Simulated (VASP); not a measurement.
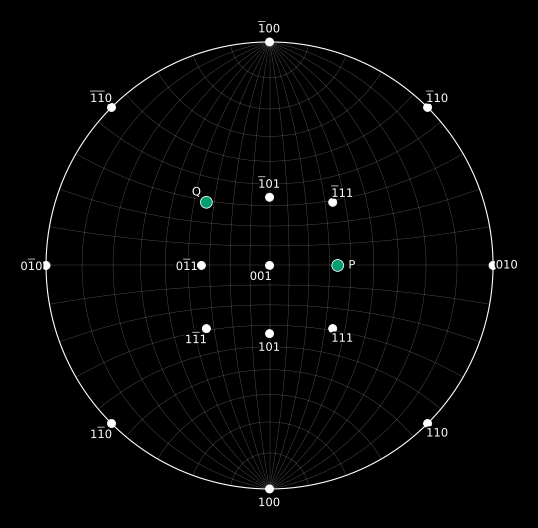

For SnO2, an entry of the Crystallography Open Database, as set up for an electronic-structure calculation: stereographic projection of plane normals (upper hemisphere) centred on (0 0 1). Geometry calculated from the standardised cell; symmetry tolerance 0.002 Å.

a = 4.738 Å, b = 4.738 Å, c = 3.187 Å, α = 90.00°, β = 90.00°, γ = 90.00°.

Q: Index the poles marked P, Q.

A: P is (0 1 1), 33.9° from the centre; Q is (−1 −1 1), 43.6° from the centre.

Q: What is the angle between the normals of (1 −1 0) and (−1 0 1), and what are their d_hkl = 1/|g|?

A: 113.2°; d = 3.350 Å and 2.644 Å.
